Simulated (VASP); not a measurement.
## Geometry relaxation, with input and output: Sr4Ti4HO11 (part 5 of 6)

The same run, continued: Sr4Ti4HO11 (defect cell, 20 atoms in the cell); Kohn-Sham DFT of a periodic cell, PBE, VASP PAW PBE potentials, recommended, no spin polarisation (VASP 6.6.1); cutoff 450 eV, 3×3×3 k-mesh, Gaussian smearing of 0.01 eV. The structure derives from an entry of the Crystallography Open Database.

Geometry of the input (Å; fractional positions):
```
-3.9402  3.9402  3.9402
3.9402  -3.9402  3.9402
3.9402  3.9402  -3.9402
Sr 0.5000  0.5000  0.5000
Sr 0.0000  0.0000  0.5000
Sr 0.0000  0.5000  0.0000
Sr 0.5000  -0.0000  -0.0000
Ti 0.9966  0.9964  0.0054
Ti 0.5000  0.5000  0.0000
Ti 0.5000  0.0000  0.5000
Ti 0.9971  0.5026  0.4989
H  0.9967  0.2447  0.2441
O  0.5000  0.7500  0.2500
O  0.5000  0.2500  0.7500
O  0.0000  0.7500  0.7500
O  0.2500  0.0000  0.2500
O  0.7500  0.5000  0.2500
O  0.7500  0.0000  0.7500
O  0.2500  0.5000  0.7500
O  0.2500  0.2500  0.0000
O  0.7500  0.7500  0.0000
O  0.7500  0.2500  0.5000
O  0.2500  0.7500  0.5000
```

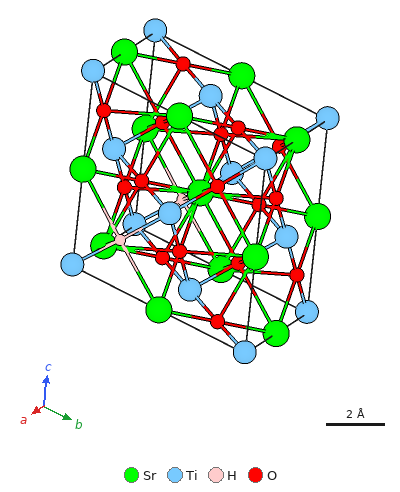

Fig. 1: The structure as given in the input (ball-and-stick view of the cell of the calculation, seen slightly off an axis).

**Parts of OUTCAR, continued**
```
 -----------------------------------------------------------------------------
  energy-cutoff  :      450.00
  volume of cell :      244.69
      direct lattice vectors                 reciprocal lattice vectors
    -3.940205000  3.940205000  3.940205000     0.000000000  0.126896951  0.126896951
     3.940205000 -3.940205000  3.940205000     0.126896951  0.000000000  0.126896951
     3.940205000  3.940205000 -3.940205000     0.126896951  0.126896951  0.000000000

 POSITION                                       TOTAL-FORCE (eV/Angst)
 -----------------------------------------------------------------------------------
      1.99294      1.98544      1.92809        -0.016260      0.015068     -0.005310
     -1.94708      5.91801      1.95179        -0.021541      0.012598     -0.003913
     -1.94914      2.00016      5.87040        -0.012651      0.005083     -0.005905
      1.99231     -1.93615      5.88416        -0.017610      0.006236     -0.003811
      3.86737      3.97608      3.89317         0.034975      0.008051     -0.006113
      0.05416      0.04648      3.88307        -0.019847      0.016173      0.012334
      3.99446      0.04421      3.88477         0.008318      0.016596     -0.005586
      0.06717      3.97846      3.89266         0.019135     -0.019546      0.019645
      1.95401     -0.01946      0.02197         0.023645      0.001523      0.001465
      1.94939     -0.01913      3.95786        -0.011307     -0.004440      0.006046
      1.94993      3.91686      0.02573        -0.029251     -0.004292     -0.006387
      1.95909      3.92566      3.94799         0.000562     -0.005796      0.006423
      0.05749      1.91777      0.02673         0.005194      0.020292      0.006782
     -0.08452      1.96833      3.96308         0.011803     -0.031244     -0.008808
      0.05646      5.91112      0.02354        -0.003603     -0.028767      0.001848
      3.85268      1.91935      0.02486         0.005215      0.022519     -0.004329
      0.05109     -0.02361      1.97149         0.002633     -0.010742      0.002336
      0.06293     -0.02255      5.96181         0.006863     -0.014911     -0.010967
     -0.09423      3.91930      2.01932         0.007048     -0.005469     -0.009174
      3.86133     -0.02374      1.97381         0.006679      0.001068      0.013425
 -----------------------------------------------------------------------------------
    total drift:                                0.016748      0.041532     -0.013716

  FREE ENERGIE OF THE ION-ELECTRON SYSTEM (eV)
  ---------------------------------------------------
  free  energy   TOTEN  =      -160.6786675103 eV

  energy  without entropy=     -160.6786675103  energy(sigma->0) =     -160.67866751

--------------------------------------- Ionic step       50  -------------------------------------------

 number of electron     154.0000064 magnetization

 Free energy of the ion-electron system (eV)
  ---------------------------------------------------
  ext. energy  EPLUGINS =         0.00000000
  ---------------------------------------------------
  free energy    TOTEN  =      -160.67898672 eV

  energy without entropy =     -160.67898672  energy(sigma->0) =     -160.67898672

 the core state eigenenergies are
   1-  1s -15923.3743  2s  -2145.9193  2p  -1905.3141  3s   -321.8816  3p   -244.2509
       3d   -116.1469
   2-  1s -15923.3830  2s  -2145.9277  2p  -1905.3225  3s   -321.8885  3p   -244.2577
       3d   -116.1538
   3-  1s -15923.3805  2s  -2145.9254  2p  -1905.3202  3s   -321.8881  3p   -244.2573
       3d   -116.1533
   4-  1s -15923.3722  2s  -2145.9173  2p  -1905.3120  3s   -321.8796  3p   -244.2488
       3d   -116.1449
   5-  1s  -4858.7110  2s   -527.7876  2p   -435.0373
   6-  1s  -4858.8596  2s   -527.9469  2p   -435.1963
   7-  1s  -4858.8616  2s   -527.9489  2p   -435.1984
   8-  1s  -4858.7314  2s   -527.8027  2p   -435.0530
   9-
  10-  1s   -500.3790
  11-  1s   -500.3820
  12-  1s   -500.9264
  13-  1s   -500.4337
  14-  1s   -500.4284
  15-  1s   -500.4189
  16-  1s   -500.4357
  17-  1s   -500.4272
  18-  1s   -500.4441
  19-  1s   -500.4470
  20-  1s   -500.4322

 E-fermi :   3.8924     XC(G=0): -10.9444     alpha+bet :-13.5517

 val. band max:        3.7349224896   @ k =  -0.3333   0.3333   0.3333
 cond. band min:       5.7886395359   @ k =   0.0000   0.0000   0.0000
 fundamental gap:      2.0537170462
 Fermi energy:         3.8923680626

 k-point     1 :       0.0000    0.0000    0.0000
  band No.  band energies     occupation
      1     -52.8049      2.00000
      2     -52.8029      2.00000
      3     -52.7612      2.00000
      4     -52.7486      2.00000
      5     -29.1174      2.00000
      6     -29.1022      2.00000
      7     -29.0788      2.00000
      8     -29.0764      2.00000
      9     -29.0747      2.00000
     10     -29.0734      2.00000
     11     -29.0533      2.00000
     12     -29.0404      2.00000
     13     -29.0068      2.00000
     14     -29.0033      2.00000
     15     -28.9989      2.00000
     16     -28.9953      2.00000
     17     -28.9423      2.00000
     18     -28.9100      2.00000
     19     -28.9058      2.00000
     20     -28.9030      2.00000
     21     -13.5251      2.00000
     22     -13.2358      2.00000
     23     -12.9542      2.00000
     24     -12.9060      2.00000
     25     -12.7600      2.00000
     26     -12.7543      2.00000
     27     -12.7436      2.00000
     28     -12.7227      2.00000
     29     -12.7162      2.00000
     30     -12.6733      2.00000
     31     -12.5408      2.00000
     32     -10.9982      2.00000
     33     -10.9409      2.00000
     34     -10.9375      2.00000
     35     -10.8972      2.00000
     36     -10.8832      2.00000
     37     -10.8272      2.00000
     38     -10.8203      2.00000
     39     -10.5734      2.00000
     40     -10.5689      2.00000
     41     -10.5502      2.00000
     42     -10.5458      2.00000
     43     -10.5447      2.00000
     44      -0.7435      2.00000
     45      -0.6601      2.00000
     46      -0.6487      2.00000
     47      -0.5625      2.00000
     48      -0.5557      2.00000
     49      -0.4148      2.00000
     50      -0.2664      2.00000
     51      -0.2123      2.00000
     52      -0.1262      2.00000
     53       0.7953      2.00000
     54       0.9156      2.00000
     55       0.9678      2.00000
     56       0.9714      2.00000
     57       1.0137      2.00000
     58       1.0290      2.00000
     59       1.1107      2.00000
     60       1.1124      2.00000
     61       1.1523      2.00000
     62       1.3358      2.00000
     63       1.9869      2.00000
     64       1.9959      2.00000
     65       2.2108      2.00000
     66       2.2724      2.00000
     67       2.2814      2.00000
     68       2.4319      2.00000
     69       2.4661      2.00000
     70       2.5517      2.00000
     71       2.7770      2.00000
     72       2.8848      2.00000
     73       2.9565      2.00000
     74       2.9890      2.00000
     75       3.3617      2.00000
     76       3.3788      2.00000
     77       3.6809      2.00000
     78       5.7886      0.00000
     79       5.8080      0.00000
     80       5.8501      0.00000
     81       7.1368      0.00000
     82       7.1499      0.00000
     83       7.3769      0.00000
     84       7.3923      0.00000
     85       7.4255      0.00000
     86       7.5886      0.00000
     87       7.8134      0.00000
     88       7.8238      0.00000
     89       7.9065      0.00000

 k-point     2 :       0.3333    0.0000    0.0000
  band No.  band energies     occupation
      1     -52.8048      2.00000
      2     -52.8030      2.00000
      3     -52.7613      2.00000
      4     -52.7486      2.00000
      5     -29.1246      2.00000
      6     -29.1113      2.00000
      7     -29.0886      2.00000
      8     -29.0661      2.00000
      9     -29.0649      2.00000
     10     -29.0623      2.00000
     11     -29.0533      2.00000
     12     -29.0476      2.00000
     13     -29.0403      2.00000
     14     -29.0158      2.00000
     15     -29.0109      2.00000
     16     -29.0067      2.00000
     17     -28.9047      2.00000
     18     -28.8998      2.00000
     19     -28.8957      2.00000
     20     -28.8873      2.00000
     21     -13.5128      2.00000
     22     -13.3551      2.00000
     23     -13.1377      2.00000
     24     -13.0655      2.00000
     25     -12.8625      2.00000
     26     -12.7162      2.00000
     27     -12.6840      2.00000
     28     -12.5232      2.00000
     29     -12.4971      2.00000
     30     -12.4877      2.00000
     31     -12.4746      2.00000
     32     -11.0445      2.00000
     33     -10.9538      2.00000
     34     -10.9456      2.00000
     35     -10.8832      2.00000
     36     -10.8473      2.00000
     37     -10.8457      2.00000
     38     -10.7691      2.00000
     39     -10.6619      2.00000
     40     -10.6447      2.00000
     41     -10.6260      2.00000
     42     -10.6179      2.00000
     43     -10.5912      2.00000
     44      -0.4978      2.00000
     45      -0.3988      2.00000
     46      -0.2980      2.00000
     47      -0.1655      2.00000
     48      -0.1604      2.00000
     49      -0.1205      2.00000
     50       0.0314      2.00000
     51       0.0675      2.00000
     52       0.2911      2.00000
     53       0.5032      2.00000
     54       0.6164      2.00000
     55       0.6876      2.00000
     56       0.7110      2.00000
     57       0.7982      2.00000
     58       0.8496      2.00000
     59       0.9938      2.00000
     60       1.1497      2.00000
     61       1.2903      2.00000
     62       1.3443      2.00000
     63       1.4260      2.00000
     64       1.5335      2.00000
     65       1.7290      2.00000
     66       2.0764      2.00000
     67       2.2496      2.00000
     68       2.3677      2.00000
     69       2.4981      2.00000
     70       2.6639      2.00000
     71       2.6778      2.00000
     72       2.7580      2.00000
     73       2.7706      2.00000
     74       2.9523      2.00000
     75       3.2043      2.00000
     76       3.3287      2.00000
     77       3.3604      2.00000
     78       6.0602      0.00000
     79       6.3240      0.00000
     80       6.4784      0.00000
     81       6.9150      0.00000
     82       7.0800      0.00000
     83       7.0985      0.00000
     84       7.1567      0.00000
     85       7.1817      0.00000
     86       7.3794      0.00000
     87       7.4908      0.00000
     88       7.6728      0.00000
     89       7.6996      0.00000

 k-point     3 :       0.0000    0.3333    0.0000
  band No.  band energies     occupation
      1     -52.8046      2.00000
      2     -52.8032      2.00000
      3     -52.7612      2.00000
      4     -52.7486      2.00000
      5     -29.1200      2.00000
      6     -29.0938      2.00000
      7     -29.0844      2.00000
      8     -29.0832      2.00000
      9     -29.0773      2.00000
     10     -29.0726      2.00000
     11     -29.0627      2.00000
     12     -29.0557      2.00000
     13     -29.0263      2.00000
     14     -29.0140      2.00000
     15     -29.0040      2.00000
     16     -28.9973      2.00000
     17     -28.9057      2.00000
     18     -28.8977      2.00000
     19     -28.8940      2.00000
     20     -28.8911      2.00000
     21     -13.5511      2.00000
     22     -13.3473      2.00000
     23     -13.2183      2.00000
     24     -12.9802      2.00000
     25     -12.8660      2.00000
     26     -12.6419      2.00000
     27     -12.6117      2.00000
     28     -12.5835      2.00000
     29     -12.5608      2.00000
     30     -12.5014      2.00000
     31     -12.4621      2.00000
     32     -10.9800      2.00000
     33     -10.9710      2.00000
     34     -10.9455      2.00000
     35     -10.9174      2.00000
     36     -10.8730      2.00000
     37     -10.8277      2.00000
     38     -10.7218      2.00000
     39     -10.6723      2.00000
     40     -10.6523      2.00000
     41     -10.6471      2.00000
     42     -10.6279      2.00000
     43     -10.5689      2.00000
     44      -0.6411      2.00000
     45      -0.4819      2.00000
     46      -0.3168      2.00000
     47      -0.2854      2.00000
     48      -0.2461      2.00000
     49      -0.1619      2.00000
     50      -0.0302      2.00000
     51       0.0747      2.00000
     52       0.2129      2.00000
     53       0.5765      2.00000
     54       0.6132      2.00000
     55       0.6685      2.00000
     56       0.6918      2.00000
     57       0.8139      2.00000
     58       0.9905      2.00000
     59       1.0190      2.00000
     60       1.1168      2.00000
     61       1.2032      2.00000
     62       1.3952      2.00000
     63       1.4274      2.00000
     64       1.8973      2.00000
     65       2.0273      2.00000
     66       2.1653      2.00000
     67       2.2750      2.00000
     68       2.3951      2.00000
     69       2.4740      2.00000
     70       2.6140      2.00000
     71       2.7112      2.00000
     72       2.7287      2.00000
     73       2.8400      2.00000
     74       2.8844      2.00000
     75       3.1752      2.00000
     76       3.3555      2.00000
     77       3.4643      2.00000
     78       6.0488      0.00000
     79       6.2973      0.00000
     80       6.3317      0.00000
     81       6.9040      0.00000
     82       6.9489      0.00000
     83       7.0922      0.00000
     84       7.2425      0.00000
     85       7.4293      0.00000
     86       7.4714      0.00000
     87       7.5777      0.00000
     88       7.6621      0.00000
     89       7.7409      0.00000

 k-point     4 :       0.0000    0.0000    0.3333
  band No.  band energies     occupation
      1     -52.8046      2.00000
      2     -52.8032      2.00000
      3     -52.7612      2.00000
      4     -52.7486      2.00000
      5     -29.1194      2.00000
      6     -29.0934      2.00000
      7     -29.0884      2.00000
      8     -29.0857      2.00000
      9     -29.0761      2.00000
     10     -29.0695      2.00000
     11     -29.0614      2.00000
     12     -29.0556      2.00000
     13     -29.0232      2.00000
     14     -29.0099      2.00000
     15     -29.0075      2.00000
     16     -29.0006      2.00000
     17     -28.9059      2.00000
     18     -28.8975      2.00000
     19     -28.8944      2.00000
     20     -28.8911      2.00000
     21     -13.5522      2.00000
     22     -13.3485      2.00000
     23     -13.2195      2.00000
     24     -12.9733      2.00000
     25     -12.8641      2.00000
     26     -12.6387      2.00000
     27     -12.6165      2.00000
     28     -12.5876      2.00000
     29     -12.5590      2.00000
     30     -12.5004      2.00000
     31     -12.4630      2.00000
     32     -10.9812      2.00000
     33     -10.9725      2.00000
     34     -10.9423      2.00000
     35     -10.9160      2.00000
     36     -10.8727      2.00000
     37     -10.8262      2.00000
     38     -10.7235      2.00000
     39     -10.6768      2.00000
     40     -10.6547      2.00000
     41     -10.6447      2.00000
     42     -10.6273      2.00000
     43     -10.5688      2.00000
     44      -0.6433      2.00000
     45      -0.4920      2.00000
     46      -0.3186      2.00000
     47      -0.2853      2.00000
     48      -0.2248      2.00000
     49      -0.1680      2.00000
     50       0.0029      2.00000
     51       0.0753      2.00000
     52       0.1578      2.00000
     53       0.5653      2.00000
     54       0.6178      2.00000
     55       0.6659      2.00000
     56       0.6941      2.00000
     57       0.8554      2.00000
     58       0.9517      2.00000
     59       1.0182      2.00000
     60       1.1237      2.00000
     61       1.2415      2.00000
     62       1.3874      2.00000
     63       1.4277      2.00000
     64       1.8898      2.00000
     65       2.0022      2.00000
     66       2.1513      2.00000
     67       2.2769      2.00000
     68       2.3925      2.00000
     69       2.4880      2.00000
     70       2.6440      2.00000
     71       2.7124      2.00000
     72       2.7242      2.00000
     73       2.8459      2.00000
     74       2.8896      2.00000
     75       3.1749      2.00000
     76       3.3563      2.00000
     77       3.4636      2.00000
     78       6.0705      0.00000
     79       6.2796      0.00000
     80       6.3327      0.00000
     81       6.8814      0.00000
     82       6.9545      0.00000
     83       7.0836      0.00000
     84       7.2492      0.00000
     85       7.4143      0.00000
     86       7.4739      0.00000
     87       7.5789      0.00000
     88       7.6610      0.00000
     89       7.7412      0.00000
```
